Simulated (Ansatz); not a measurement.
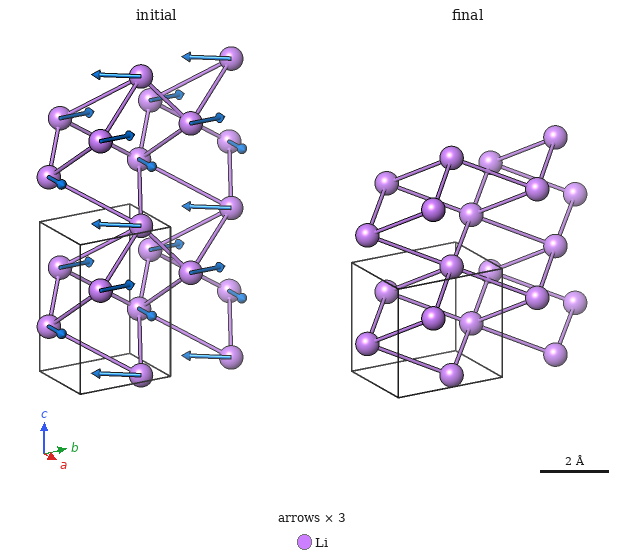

The structure of a crystal of Li (built on the trigonal selenium_152 type) (coarse preliminary run) before (left) and after (right) a relaxation, at one scale. The blue arrows give the displacements (the part carried along by the change of the cell is left out), magnified 3 times.

A ball-and-stick model of the cell of the calculation, repeated 1 × 2 × 2 with one cell outlined, seen slightly off an axis.

Case: trigonal selenium type (P3_121, No. 152).

These are results of DFT PBE, scalar-relativistic, plane waves, PAW in Ansatz, not measurements.

Input
```yaml
crystal:
  lattice:
    - [3.9880970947, 0.0, 0.0]
    - [-1.9940485474, 3.4537933968, 0.0]
    - [0.0, 0.0, 4.524629655]
  atoms:
    - { symbol: Li, position: [0.2254, 0.0, 0.3333333333] }
    - { symbol: Li, position: [0.0, 0.2254, 0.6666666667] }
    - { symbol: Li, position: [0.7746, 0.7746, 0.0] }
basis:
  ecutwfc: 420
kpoints:
  mp_grid: { grid: [6, 6, 4] }
hamiltonian:
  xc: pbe
scf:
  occupations: { method: gaussian, width: 0.1 }
  lower_state_search: "off"
output:
  forces: true
  stress: true
  eigenvalues: true
relax:
  adjacent_minimum: "off"
  f_tol: 0.04
  max_steps: 70
  cell: { stress_tol: 0.4 }
```

Describe what moved and what it gained.

Answer. The energy falls by 431 meV per atom in 9 accepted moves (10 points after the start). The largest force component goes from 1.6 to 0.039 eV/Å. The pressure goes from 1.68 to 0.15 GPa. The SCF was repeated once at an unchanged geometry on a basis and grid sized afresh for the cell, which shifted the energy by 0.3 meV per atom at most. The largest moves relative to the cell, 0.51 Å, are those of Li1, Li2 and Li3. Li1 goes along +a. The volume changes by −3.6 %, with a = b 3.988 → 4.592 Å (+15.1 %), c 4.525 → 3.289 Å (−27.3 %). Some distances before and after: Li1–Li2 2.168 → 2.894 Å, Li1–Li2 (another image) 3.138 → 2.857 Å. Among the angles between lasting bonds that change: Li2–Li1–Li3 103.1° → 73.5°, Li2–Li1–Li2 78.9° → 107.0°, Li2–Li1–Li3 99.0° → 73.2°. The space group stays P3_121 (No. 152).
